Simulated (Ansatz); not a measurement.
**Cu₂O: one change and its effect**

System: Cu₂O (Pn-3m, 6 atoms in the cell).
Method of the first run: DFT, PBE, plane waves, PAW, no spin polarisation (Ansatz 0.2.0).

The structure derives from an entry of the Crystallography Open Database. The geometry comes from this level: r2SCAN. Text and figures count atoms from 1; the logs count them from 0 in places.

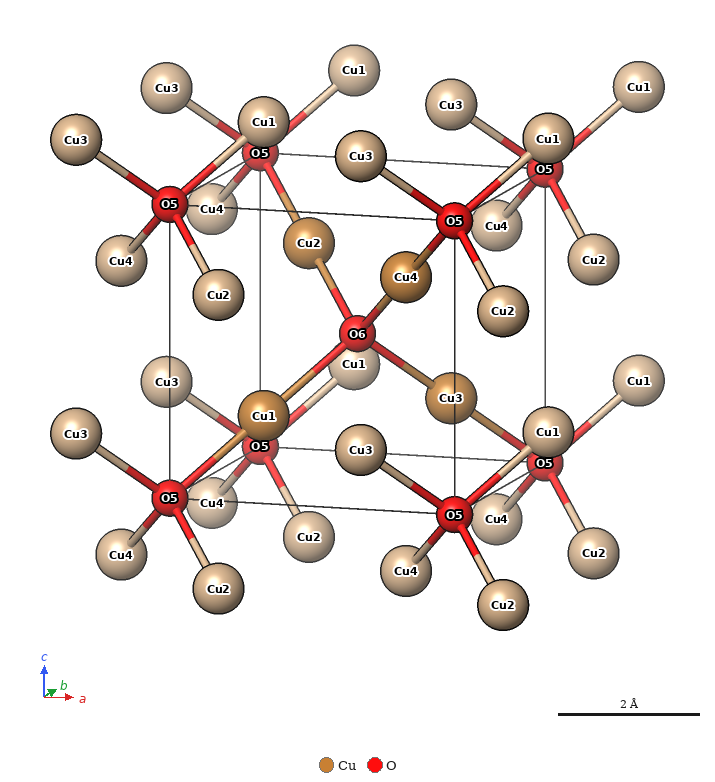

The structure (ball-and-stick view of the cell of the calculation, seen slightly off an axis; neighbours outside the cell are drawn fainter; atoms are numbered from 1 in the order of the input).

### Input, the first run
```yaml
crystal:
  lattice:
    - [4.2460804702, 0.0, 0.0]
    - [0.0, 4.2460804702, 0.0]
    - [0.0, 0.0, 4.2460804702]
  atoms:
    - { symbol: Cu, position: [0.25, 0.25, 0.25] }
    - { symbol: Cu, position: [0.25, 0.75, 0.75] }
    - { symbol: Cu, position: [0.75, 0.75, 0.25] }
    - { symbol: Cu, position: [0.75, 0.25, 0.75] }
    - { symbol: O, position: [0.0, 0.0, 0.0] }
    - { symbol: O, position: [0.5, 0.5, 0.5] }
kpoints:
  mp_grid: { grid: [6, 6, 6] }
  band_path:
    path: [[0.0, 0.0, 0.0], [0.0, 0.5, 0.0], [0.5, 0.5, 0.0], [0.5, 0.5, 0.5]]
    npoints: 1
hamiltonian:
  xc: pbe
scf:
  occupations: { method: fixed }
  n_extra_bands: 5
output:
  forces: true
  stress: true
  eigenvalues: true
```

Launched with:
```bash
ansatz run input.yaml --threads 2 --pin off --max-ram 3686MiB --backend cpu --events-out ev --progress --plain --runs-dir out
```

Hardware: 2 threads of Arm Neoverse V1, 24 GiB of memory available, shared host.

### Output, shortened to warnings, some set-up lines, iterations and results (the first run)
```
Basis set: ecut = 420 eV, 1503 PW (Γ), exchange–correlation on 60×60×60 points (8 copies of the dense FFT grid, shifted against one another)
Symmetry: 48 space group operations
k-points: 20 of 216
Initial density: superposition of atomic densities (neutral atoms: chi_scale 0, normalization atom), corrected by the library's trained network
[...]
SCF iter   1: F=—  HF=-27632.951534 eV  |F-HF|=—  |Δ(HF+E_count)|=         —  Δρ=1.52e-3  dr2=9.92e-4  ethr=1.77e-3  ⟨swp⟩=4.8  Hψ=3322  notcnv=0  defer=50
SCF iter   2: F=—  HF=-27632.951967 eV  |F-HF|=—  |Δ(HF+E_count)|=   4.33e-4  Δρ=6.53e-4  dr2=2.35e-4  ethr=1.13e-6  ⟨swp⟩=3.0  Hψ=2117  notcnv=0  defer=55
SCF iter   3: F=—  HF=-27632.952192 eV  |F-HF|=—  |Δ(HF+E_count)|=   2.25e-4  Δρ=8.30e-4  dr2=3.17e-4  ethr=2.68e-7  ⟨swp⟩=2.5  Hψ=1847  notcnv=0  defer=55
SCF iter   4: F=—  HF=-27632.952168 eV  |F-HF|=—  |Δ(HF+E_count)|=   2.45e-5  Δρ=1.80e-4  dr2=1.85e-5  ethr=2.68e-7  ⟨swp⟩=2.0  Hψ=1394  notcnv=0  defer=42
SCF iter   5: F=—  HF=-27632.952002 eV  |F-HF|=—  |Δ(HF+E_count)|=   1.66e-4  Δρ=1.03e-4  dr2=7.18e-6  ethr=2.11e-8  ⟨swp⟩=2.0  Hψ=1520  notcnv=0  defer=20
SCF iter   6: F=—  HF=-27632.952001 eV  |F-HF|=—  |Δ(HF+E_count)|=   7.06e-7  Δρ=5.90e-5  dr2=1.57e-6  ethr=8.16e-9  ⟨swp⟩=2.0  Hψ=1520  notcnv=0  defer=20
SCF iter   7: F=—  HF=-27632.952001 eV  |F-HF|=—  |Δ(HF+E_count)|=   3.15e-7  Δρ=1.94e-5  dr2=1.40e-7  ethr=1.79e-9  ⟨swp⟩=2.0  Hψ=1520  notcnv=0  defer=20
SCF iter   8: F=-27632.952001 eV  HF=-27632.952001 eV  |F-HF|=1.03e-8  |Δ(HF+E_count)|=   7.60e-8  Δρ=9.30e-6  dr2=3.47e-8  ethr=1.14e-10  ⟨swp⟩=9.1  Hψ=4002  notcnv=0
SCF 1 converged in 8 iterations: F = -27632.952001 eV  dr2 = 3.47e-8
NSCF: frozen V_eff on 4 k-points
SCF converged after 8 iterations
Free energy (F): -27632.952001 eV
Harris-Foulkes:  -27632.952001 eV  (|F-HF|=1.03e-8)
Internal energy: -27632.952001 eV  (E = F + TS)
E sigma→0 (E₀):  -27632.952001 eV
Fermi energy:    11.171490 eV
--- Per-component energies (eV) ---
  E_band       = -1818.724795
  E_kinetic    = 1545.601374
  E_local      = -19670.887533  (includes V_loc(G=0)·N_el)
  E_nonlocal   = 1675.513801
  E_hartree    = 8587.117396
  E_xc         = -499.106863
  E_vxc        = -641.637476  (∫ρ·V_xc dr)
  E_paw        = -6980.778127  (= ΣΔE_a)
  E_vpaw       = -1901.578991  (= ΣTr[D̂ρ^β])
  E_aug_tail   = 0.005983  (compensation charges beyond the density's cutoff)
  E_ewald      = -12290.418033
  E_smearing   = -0.000000  (= −TS)
  E_closure    = 0.000000  (closes the sum)
  Σ components = -27632.952001   (vs F -27632.952001, Δ=0.00e0)
--- Forces (eV/Å), atoms counted from 1 ---
  atom   1  Cu     0.00000000    -0.00000000     0.00000000
  atom   2  Cu     0.00000000    -0.00000000    -0.00000000
  atom   3  Cu     0.00000000    -0.00000000    -0.00000000
  atom   4  Cu     0.00000000    -0.00000000    -0.00000000
  atom   5  O     -0.00000000     0.00000000     0.00000000
  atom   6  O     -0.00000000     0.00000000     0.00000000
  max |Σ_I F_I| component: 1.27e-17 eV/Å
--- Stress (GPa, compression-positive) ---
        4.490009       0.000000       0.000000
        0.000000       4.490009       0.000000
        0.000000       0.000000       4.490009
  P = ⅓ Tr σ = 4.4900 GPa (44.900 kbar)
```

The second run used a changed input.

### The two runs side by side

```tsv
quantity	the first run	the second run
outcome	converged	converged
free energy per atom (eV)	−4605.4920	−4609.9735
gap on the mesh (eV)	0.56	0.79
pressure (GPa)	4.49	−0.01
largest force (eV/Å)	0.000	0.000
SCF iterations	8	9
irreducible k-points	20	20
plane waves at Γ	1503	1935
wall time (shared host)	3.1 s	6.6 s
```

What was changed in the input?

The change (lines with − go, lines with + come):
```diff
-  xc: pbe
+  xc: r2scan
```

The total energies belong to different methods, so their difference says nothing on which is more stable or more accurate. The gap on the mesh goes from 0.56 to 0.79 eV. The pressure goes from 4.49 to −0.01 GPa. The functional changes from PBE to r2SCAN. The SCF takes 9 iterations against 8. The default cutoff goes from 420 to 500 eV with the change. The plane waves at Γ go from 1503 to 1935. On the same kind of shared host the second run took about 2.2 times as long.

### Output, shortened to warnings, some set-up lines, iterations and results (the second run)
```
Basis set: ecut = 500 eV, 1935 PW (Γ), exchange–correlation on 128×128×128 points (64 copies of the dense FFT grid, shifted against one another)
Symmetry: 48 space group operations
k-points: 20 of 216
Initial density: superposition of atomic densities (neutral atoms: chi_scale 0, normalization atom), corrected by the library's trained network
[...]
SCF iter   1: F=—  HF=-27659.900466 eV  |F-HF|=—  |Δ(HF+E_count)|=         —  Δρ=3.50e-2  dr2=5.56e-1  dr2_τ=1.18e-1  ethr=1.77e-3  ⟨swp⟩=4.7  Hψ=3247  notcnv=0  defer=53
SCF iter   2: F=—  HF=-27659.894577 eV  |F-HF|=—  |Δ(HF+E_count)|=   5.89e-3  Δρ=1.69e-2  dr2=1.06e-1  dr2_τ=6.02e-3  ethr=6.32e-4  ⟨swp⟩=2.2  Hψ=1649  notcnv=0  defer=42
SCF iter   3: F=—  HF=-27659.847085 eV  |F-HF|=—  |Δ(HF+E_count)|=   4.75e-2  Δρ=7.79e-3  dr2=3.44e-2  dr2_τ=6.48e-4  ethr=1.20e-4  ⟨swp⟩=2.4  Hψ=1764  notcnv=0  defer=52
SCF iter   4: F=—  HF=-27659.840144 eV  |F-HF|=—  |Δ(HF+E_count)|=   6.94e-3  Δρ=1.46e-3  dr2=1.55e-3  dr2_τ=6.42e-5  ethr=3.91e-5  ⟨swp⟩=2.0  Hψ=1225  notcnv=0  defer=55
SCF iter   5: F=—  HF=-27659.840780 eV  |F-HF|=—  |Δ(HF+E_count)|=   6.35e-4  Δρ=9.62e-4  dr2=2.72e-4  dr2_τ=2.56e-5  ethr=1.76e-6  ⟨swp⟩=2.0  Hψ=1507  notcnv=0  defer=55
SCF iter   6: F=—  HF=-27659.840871 eV  |F-HF|=—  |Δ(HF+E_count)|=   9.13e-5  Δρ=1.56e-4  dr2=1.83e-5  dr2_τ=6.09e-7  ethr=3.10e-7  ⟨swp⟩=2.0  Hψ=1399  notcnv=0  defer=53
SCF iter   7: F=—  HF=-27659.840875 eV  |F-HF|=—  |Δ(HF+E_count)|=   4.31e-6  Δρ=5.09e-5  dr2=1.60e-6  dr2_τ=6.29e-8  ethr=2.07e-8  ⟨swp⟩=2.0  Hψ=1472  notcnv=0  defer=20
SCF iter   8: F=—  HF=-27659.840875 eV  |F-HF|=—  |Δ(HF+E_count)|=   1.48e-7  Δρ=1.39e-5  dr2=1.78e-7  dr2_τ=1.05e-8  ethr=1.81e-9  ⟨swp⟩=2.0  Hψ=1515  notcnv=0  defer=20
SCF iter   9: F=-27659.840875 eV  HF=-27659.840875 eV  |F-HF|=8.00e-11  |Δ(HF+E_count)|=   2.14e-8  Δρ=1.74e-6  dr2=1.89e-9  dr2_τ=9.65e-11  ethr=1.14e-10  ⟨swp⟩=9.2  Hψ=4040 …
SCF 1 converged in 9 iterations: F = -27659.840875 eV  dr2 = 1.89e-9
NSCF: frozen V_eff on 4 k-points
SCF converged after 9 iterations
Free energy (F): -27659.840875 eV
Harris-Foulkes:  -27659.840875 eV  (|F-HF|=8.00e-11)
Internal energy: -27659.840875 eV  (E = F + TS)
E sigma→0 (E₀):  -27659.840875 eV
Fermi energy:    10.975227 eV
--- Per-component energies (eV) ---
  E_band       = -1929.922578
  E_kinetic    = 1547.013920
  E_local      = -19722.979544  (includes V_loc(G=0)·N_el)
  E_nonlocal   = 1699.124941
  E_hartree    = 8631.614019
  E_xc         = -474.559478
  E_vxc        = -697.520439  (∫ρ·V_xc dr)
  E_paw        = -7048.370932  (= ΣΔE_a)
  E_vpaw       = -2066.452926  (= ΣTr[D̂ρ^β])
  E_aug_tail   = 0.002544  (compensation charges beyond the density's cutoff)
  E_vtau       = 47.666256  (kinetic-family band-sum trace: ∫τ·v_τ [+ j·A + Jᵃ·Aᵃ] dr)
  E_ewald      = -12290.418033
  E_core_change = -1.268314  (= ΣΔE_core)
  E_smearing   = -0.000000  (= −TS)
  E_closure    = 0.000000  (closes the sum)
  Σ components = -27659.840875   (vs F -27659.840875, Δ=0.00e0)
--- Forces (eV/Å), atoms counted from 1 ---
  atom   1  Cu     0.00000000    -0.00000000    -0.00000000
  atom   2  Cu     0.00000000    -0.00000000     0.00000000
  atom   3  Cu     0.00000000    -0.00000000    -0.00000000
  atom   4  Cu     0.00000000    -0.00000000     0.00000000
  atom   5  O      0.00000000     0.00000000     0.00000000
  atom   6  O      0.00000000     0.00000000    -0.00000000
  max |Σ_I F_I| component: 5.78e-18 eV/Å
--- Stress (GPa, compression-positive) ---
       -0.014861      -0.000000       0.000000
       -0.000000      -0.014861       0.000000
        0.000000       0.000000      -0.014861
  P = ⅓ Tr σ = -0.0149 GPa (-0.149 kbar)
```
